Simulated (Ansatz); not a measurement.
## Band-structure calculation of C

The run: band-structure calculation of C (2 atoms in the cell). Method and program: DFT, PBE, plane waves, PAW, no spin polarisation (Ansatz 0.2.0).

The structure was built on a prototype by a generator. The geometry comes from this level: r2SCAN (a point of a series of strains). It belongs to a series of runs on one base structure; here: uniaxial_z strain -4.0%.

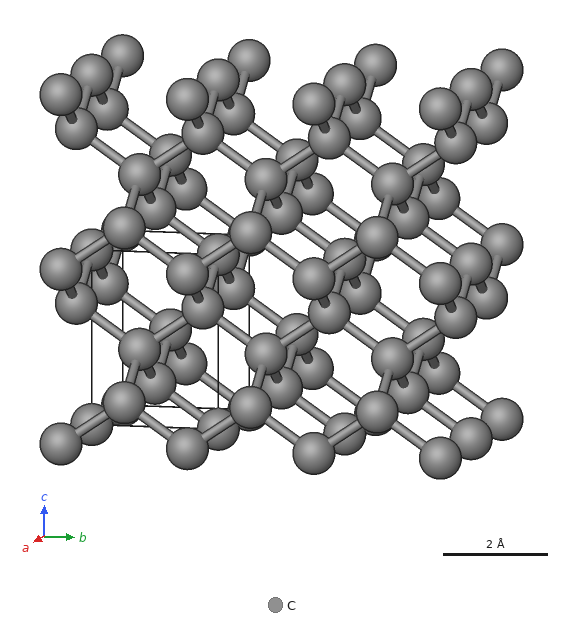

**Figure 1.** The input geometry (ball-and-stick view of the cell 2 times as large as that of the calculation, set on its symmetry axes, repeated 2 × 3 × 2, seen slightly off an axis). Near neighbours in the crystal (not all of them lie inside the picture): C has 4 C at 1.52 Å.

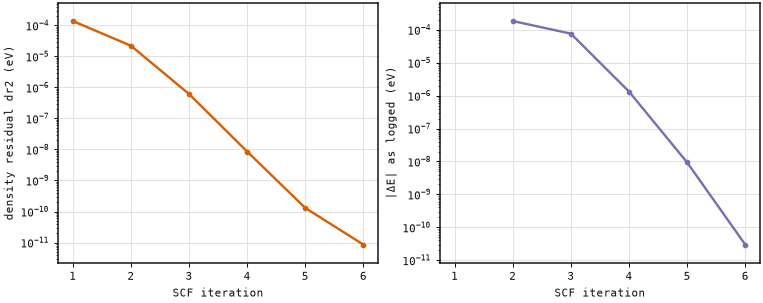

**Figure 2.** Convergence of the self-consistent field: density residual dr2 and size of the energy change against the SCF iteration. The residual falls at every step.

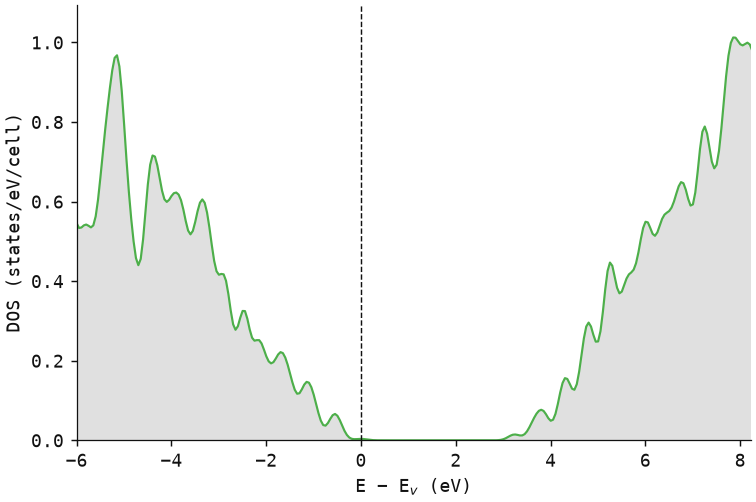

**Figure 3.** Density of states (the curve is built from the levels of the k mesh with Gaussians 0.3 eV wide, which also blur the band edges), with energies from the valence-band top. There is a gap of 3.22 eV on the k-point mesh. Small ripples come from the finite k-point mesh.

These pictures come from the run below.

Input
```yaml
crystal:
  lattice:
    - [0.0, 1.7801241426, 1.7092752017]
    - [1.7801241426, 0.0, 1.7092752017]
    - [1.7801241426, 1.7801241426, 0.0]
  atoms:
    - { symbol: C, position: [0.0, 0.0, 0.0] }
    - { symbol: C, position: [0.25, 0.25, 0.25] }
kpoints:
  mp_grid: { grid: [12, 12, 12] }
  band_path:
    path:
      - [0.0, 0.0, 0.0]
      - [0.5, 0.0, 0.5]
      - [0.625, 0.25, 0.625]
      - [0.375, 0.375, 0.75]
      - [0.5, 0.5, 0.5]
      - [0.5, 0.25, 0.75]
      - [0.35, 0.0, 0.35]
    npoints: 1
hamiltonian:
  xc: pbe
scf:
  occupations: { method: fermi_dirac, width: 0.02 }
  n_extra_bands: 4
output:
  forces: true
  stress: true
  eigenvalues: true
```

Launched with:
```bash
ansatz run input.yaml --threads 4 --pin off --max-ram 3686MiB --backend cpu --events-out ev --progress --plain --runs-dir out
```

Log
```
scf.n_extra_bands = 4 over 4 filled bands (N_el = 8.0): the run solves 8 bands
Engine: ansatz 0.2.0, x86_64-unknown-linux-gnu
Pseudopotentials: kind: paw
Pseudopotential: C, paw, valence charge 4, recommended cutoff 420 eV (normal), C.paw.azcp
Functional definition: PBE
  parameter kappa = 0.804
  parameter beta = 0.06672455060314922
  exchange = pbe_x(kappa = kappa, mu = beta*pi^2/3)
  correlation = pbe_c(beta = beta)
Crystal: 2 atoms, lattice volume = 10.833 Å³
Basis set: ecut = 420 eV, 197 PW (Γ), exchange–correlation on 36×36×36 points (8 copies of the dense FFT grid, shifted against one another)
Bands: 8, of which v1, the nominal top of the filled ones, is band 4 counted from 1 (3 counted from 0)
Symmetry: 16 space group operations
Space group: I41/amd (ITA 141), of the structure as read, at distance tolerance 2.2e-5 Å
k-points: 163 of 1728
Non-local potential: C, projectors of the file, l = 0: 2, l = 1: 2, l = 2: 1
PAW form: soft (Blöchl's): semilocal exchange-correlation on the pseudo side does not see the compensation charge
PAW one-centre angular grid: C, 110 points (default); XC on 64 Gauss nodes
Initial density: superposition of atomic densities (neutral atoms: chi_scale 0, normalization atom), corrected by the library's trained network
Initial wavefunctions: pseudopotential atomic-orbital guess
Functional: x = pbe(κ = 0.804, μ = 0.2195149727645171), c = pbe(β = 0.06672455060314922)
SCF iter   1: F=—  HF=-501.540393 eV  |F-HF|=—  |Δ(HF+E_count)|=         —  Δρ=2.28e-3  dr2=1.39e-4  ethr=1.77e-3  ⟨swp⟩=5.3  Hψ=8699  notcnv=0
preconditioner: auto → none  [insulator: Δε(μ)=3.223 eV  Ē_g=20.300 eV  σ=0.020 eV  W_gap=1.00  n_scr=0 (ndim 8)  ℏωp=31.9 eV  f_vac=0.000  D(μ)=0.00/eV (n_scr^D=0)  ε∞_Penn≈3.5]
SCF iter   2: F=—  HF=-501.540577 eV  |F-HF|=—  |Δ(HF+E_count)|=   1.85e-4  Δρ=1.05e-3  dr2=2.22e-5  ethr=1.74e-6  ⟨swp⟩=2.1  Hψ=3235  notcnv=0
SCF iter   3: F=—  HF=-501.540654 eV  |F-HF|=—  |Δ(HF+E_count)|=   7.65e-5  Δρ=1.53e-4  dr2=6.16e-7  ethr=2.77e-7  ⟨swp⟩=2.7  Hψ=1936  notcnv=0
iter 4 did not close the SCF: its close was put off for the readings that it lacked (scf_convergence_deferred on its scf_iter line)
SCF iter   4: F=-501.540655 eV  HF=-501.540655 eV  |F-HF|=7.75e-9  |Δ(HF+E_count)|=   1.33e-6  Δρ=1.29e-5  dr2=8.57e-9  ethr=7.70e-9  ⟨swp⟩=2.5  Hψ=1925  notcnv=0
iter 5 did not close the SCF: its close was put off for the readings that it lacked (scf_convergence_deferred on its scf_iter line)
SCF iter   5: F=-501.540655 eV  HF=-501.540655 eV  |F-HF|=4.63e-11  |Δ(HF+E_count)|=   9.33e-9  Δρ=1.58e-6  dr2=1.30e-10  ethr=1.07e-10  ⟨swp⟩=2.0  Hψ=1947  notcnv=0
SCF iter   6: F=-501.540655 eV  HF=-501.540655 eV  |F-HF|=3.64e-12  |Δ(HF+E_count)|=  2.97e-11  Δρ=4.04e-7  dr2=8.53e-12  ethr=1.62e-12  ⟨swp⟩=1.0  Hψ=3933  notcnv=0
SCF 1 converged in 6 iterations: F = -501.540655 eV  dr2 = 8.53e-12
  greatest PAW one-centre occupation: 0.652 electrons in one spin orbital (limit 2), on the C atom at site 1 (counted from 0), in its partial waves of l = 0
NSCF: frozen V_eff on 7 k-points
SCF converged after 6 iterations
Free energy (F): -501.540655 eV
Harris-Foulkes:  -501.540655 eV  (|F-HF|=3.64e-12)
Internal energy: -501.540655 eV  (E = F + TS)
E sigma→0 (E₀):  -501.540655 eV
Fermi energy:    16.170996 eV
--- Per-component energies (eV) ---
  E_band       = 39.232244
  E_kinetic    = 187.756248
  E_local      = -118.849418  (includes V_loc(G=0)·N_el)
  E_nonlocal   = 53.900541
  E_hartree    = 26.067357
  E_xc         = -98.253943
  E_vxc        = -122.037806  (∫ρ·V_xc dr)
  E_paw        = -198.725254  (= ΣΔE_a)
  E_vpaw       = -13.672026  (= ΣTr[D̂ρ^β])
  E_aug_tail   = 0.000014  (compensation charges beyond the density's cutoff)
  E_ewald      = -353.436200
  E_smearing   = -0.000000  (= −TS)
  E_closure    = 0.000000  (closes the sum)
  Σ components = -501.540655   (vs F -501.540655, Δ=0.00e0)
--- Forces (eV/Å), atoms counted from 1 ---
  atom   1  C      0.00000000     0.00000000     0.00000000
  atom   2  C     -0.00000000    -0.00000000     0.00000000
  max |Σ_I F_I| component: 2.43e-17 eV/Å
--- Stress (GPa, compression-positive) ---
       11.162902       0.000000       0.000000
        0.000000      11.162902       0.000000
        0.000000       0.000000      49.161988
  P = ⅓ Tr σ = 23.8293 GPa (238.293 kbar)
--- Band table (eV; the first three rows and the last of 163) ---
  k-point 0: bands = ["-7.9430", "13.9639", "13.9639", "14.5689", "19.5630", "20.0761", "20.0761", "28.4862"]
  k-point 1: bands = ["-7.7445", "12.8463", "13.6134", "14.0878", "20.0417", "20.5051", "20.8117", "28.6198"]
  k-point 2: bands = ["-7.1511", "10.2732", "12.8472", "13.3464", "20.9821", "21.4149", "22.0544", "28.9976"]
  k-point 162: bands = ["1.5126", "1.5126", "7.1682", "7.1682", "18.3807", "18.3807", "31.8009", "31.8009"]
```

File bands.tsv
```
# k_distance	band_0	band_1	band_2	band_3	band_4	band_5	band_6	band_7
# fermi_ev = 16.170996
# lock_threshold_ev = 1e-6
# [0, 0, 0] at k_distance = 0.000000
# [0.5, 0, 0.5] at k_distance = 1.764817
# [0.625, 0.25, 0.625] at k_distance = 2.401836
# [0.375, 0.375, 0.75] at k_distance = 3.490155
# [0.5, 0.5, 0.5] at k_distance = 4.600945
# [0.5, 0.25, 0.75] at k_distance = 5.874984
# [0.35, 0, 0.35] at k_distance = 6.904040
# levels_relative_to = fermi_ev
# free_energy_ev = -501.540655
# largest_residual_norms_ev = 1.134e-4 1.807e-4 4.092e-4 3.277e-4 1.266e-3 1.182e-3 1.037e-3 1.115e-3
0.000000	-24.113975	-2.207056	-2.207056	-1.602113	3.391990	3.905106	3.905106	12.315181
1.764817	-15.321274	-15.321274	-8.375253	-8.375253	3.198460	3.198460	15.340697	15.340697
2.401836	-15.308039	-14.240888	-11.790617	-7.402291	4.147157	9.483713	12.717582	14.183630
3.490155	-15.197740	-13.650951	-11.674208	-8.036437	3.144240	8.281527	12.988211	14.428603
4.600945	-18.059979	-15.902036	-5.298330	-4.565579	6.318962	6.463534	7.974139	14.109048
5.874984	-14.200281	-14.200281	-10.680131	-10.680131	8.434978	8.434978	10.658557	10.658557
6.904040	-19.666395	-10.175303	-7.616686	-7.501805	2.581530	5.683878	12.378599	13.551561
```

Results in brief

```tsv
quantity	value
outcome	converged
space group (tolerance 0.01 Å)	I4₁/amd (141)
electrons treated	8
free energy	−501.5407 eV
Fermi energy	16.171 eV
gap on the k-point mesh	3.22 eV
pressure	23.83 GPa
largest force (length of the vector)	under 0.001 eV/Å
hardware	4 threads of an x86-64 CPU, shared host
peak memory	0.37 GiB
```
